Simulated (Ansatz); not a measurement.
# Calculations on NbH₂

## 1. Vibrations

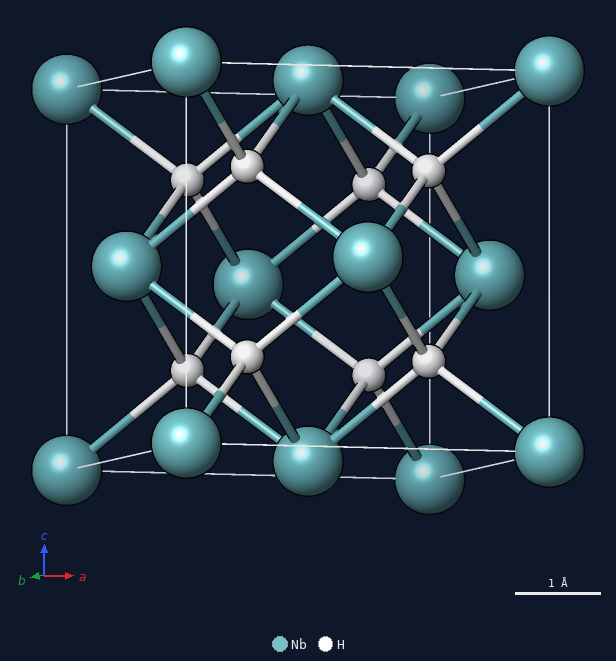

Lattice vibrations of a crystal of NbH2 relaxed at 3 GPa, space group Fm-3m (No. 225), at the zone centre. A ball-and-stick model of the conventional cell (4 times the calculation's cell), seen from a free direction. Lengths and directions refer to the drawn axes.

Method: Ansatz 0.2.0, DFT PBEsol, scalar-relativistic, plane waves, PAW. (plane-wave cutoff 420 eV; k-point mesh 16 × 16 × 16; occupations fermi dirac; smearing width 0.15 eV; target pressure 3 GPa; no spin polarisation)

The frequencies depend somewhat on the k-mesh and the smearing.

**List the optical modes.**

The calculation's cell holds 3 atoms, so there are 6 optical modes, in 2 levels. The optical modes span T₁u + T₂g. No level is unstable.

| level | symmetry | frequency (cm⁻¹) | activity |
| --- | --- | --- | --- |
| 1 | T₁u | 1138 | infrared-active |
| 2 | T₂g | 1317 | Raman-active |

The crystal is a metal, so free carriers screen the infrared response.

The displacement patterns (one member of each degenerate set):

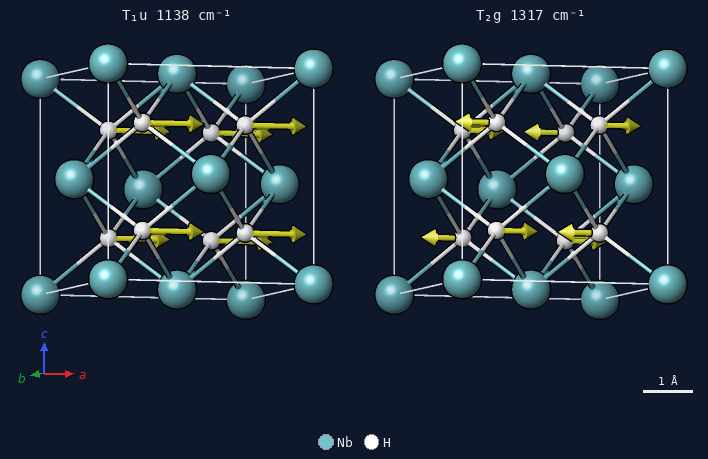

## 2. Vibrations

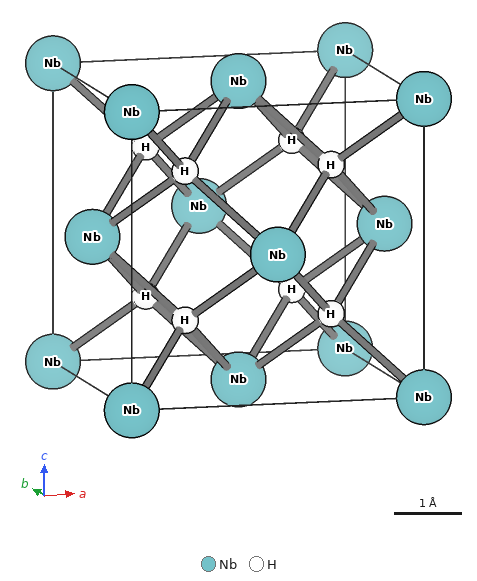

Phonons of a crystal of NbH₂ at 1.02 times its rest volume, space group Fm-3m (No. 225), at the zone centre. Style: ball-and-stick. Shown: the conventional cell (4 times the calculation's cell), slightly off an axis. Lengths and directions refer to the drawn axes.

Level of theory: Ansatz, DFT PBEsol, scalar-relativistic, plane waves, PAW.

Input
```yaml
crystal:
  lattice:
    - [0.0, 2.2752893379, 2.2752893379]
    - [2.2752893379, 0.0, 2.2752893379]
    - [2.2752893379, 2.2752893379, 0.0]
  atoms:
    - { symbol: Nb, position: [0.0, 0.0, 0.0] }
    - { symbol: H, position: [0.25, 0.25, 0.25] }
    - { symbol: H, position: [0.75, 0.75, 0.75] }
basis:
  ecutwfc: 420
kpoints:
  mp_grid: { grid: [16, 16, 16] }
hamiltonian:
  xc: pbesol
scf:
  occupations: { method: fermi_dirac, width: 0.15 }
output:
  eigenvalues: true
phonons:
  method: dfpt
  eigenvectors: true
```

Run as
```bash
ansatz run input.yaml --threads 1 --pin off --max-ram 3072MiB --backend cpu --events-out ev --progress --plain --runs-dir out
```

The frequencies depend somewhat on the k-mesh and the smearing.

**List the optical modes.**

The calculation's cell holds 3 atoms, so there are 6 optical modes, in 2 levels. The optical modes span T₁u + T₂g. No level is unstable.

| level | symmetry | frequency (cm⁻¹) | activity |
| --- | --- | --- | --- |
| 1 | T₁u | 1078 | infrared-active |
| 2 | T₂g | 1265 | Raman-active |

The crystal is a metal, so free carriers screen the infrared response.

The modes drawn as arrows (one member of each degenerate set):

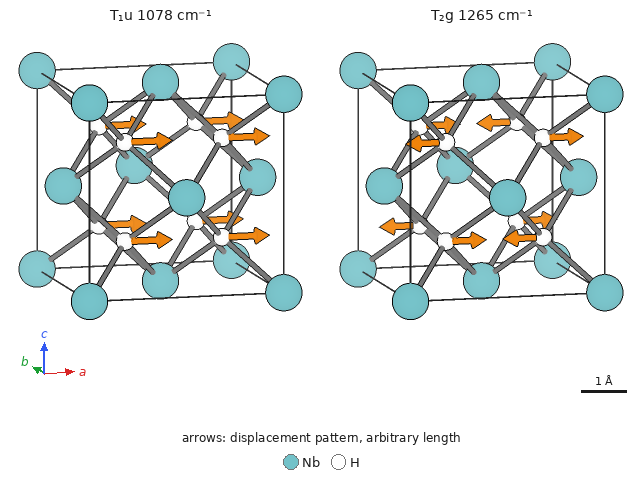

## 3. Softest mode

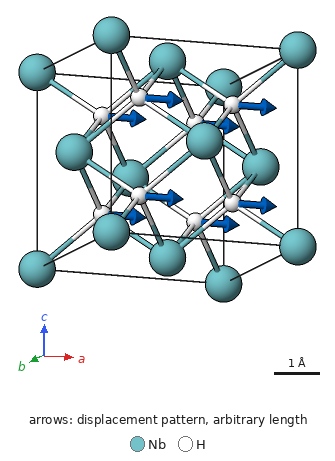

The lowest optical mode of crystalline NbH2, space group Fm-3m (No. 225), at the zone centre. The blue arrows are the displacements of the atoms (eigenvector over the root of the mass), of arbitrary overall length and sign. A ball-and-stick model of the conventional cell (4 times the calculation's cell), seen from a free direction. Lengths and directions refer to the drawn axes.

Computed with DFT PBEsol, scalar-relativistic, plane waves, PAW (Ansatz 0.2.0). (plane-wave cutoff 420 eV; k-point mesh 16 × 16 × 16; occupations fermi dirac; smearing width 0.15 eV; no spin polarisation)

The frequencies depend somewhat on the k-mesh and the smearing.

Is the structure stable against all modes at this point?

Answer. Yes: this softest mode has a real frequency, and so have all others here. That speaks for this wave vector alone: the rest of the zone wasn't checked in this run. This is the T₁u mode (triply degenerate; one member of the set is drawn) at 1112 cm⁻¹, the lowest optical level, infrared-active by symmetry. The Nb atoms hardly move; the H sublattice moves as a whole against them, along a; the kinetic energy is shared as H 98 %, Nb 2 %. The crystal is a metal, so free carriers screen the infrared response.

## 4. Softest mode

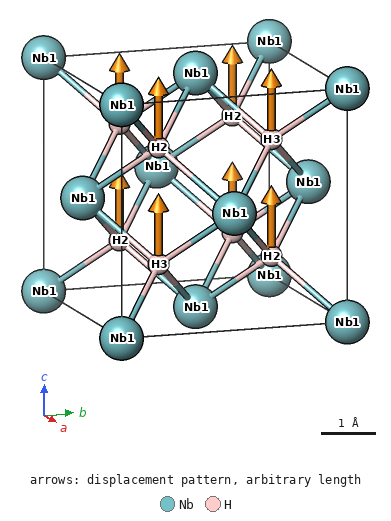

The lowest optical mode of a crystal of NbH$_{2}$ at 0.98 times its rest volume, space group Fm-3m (No. 225), at the zone centre. The orange arrows are the displacements of the atoms (eigenvector over the root of the mass), of arbitrary overall length and sign. A ball-and-stick model of the conventional cell (4 times the calculation's cell), seen slightly off an axis. Lengths and directions refer to the drawn axes.

Computed with DFT PBEsol, scalar-relativistic, plane waves, PAW (Ansatz 0.2.0). (plane-wave cutoff 420 eV; k-point mesh 16 × 16 × 16; occupations fermi dirac; smearing width 0.15 eV; no spin polarisation)

The frequencies depend somewhat on the k-mesh and the smearing.

Question: Is this crystal at a minimum with respect to the drawn distortion?

Answer: Yes: this softest mode has a real frequency, and so have all others here. That speaks for this wave vector alone: the rest of the zone wasn't checked in this run. This is the T₁u mode (triply degenerate; one member of the set is drawn) at 1146 cm⁻¹, the lowest optical level, infrared-active by symmetry. The Nb atoms hardly move; the H sublattice moves as a whole against them, along c; the kinetic energy is shared as H 98 %, Nb 2 %. The crystal is a metal, so free carriers screen the infrared response.
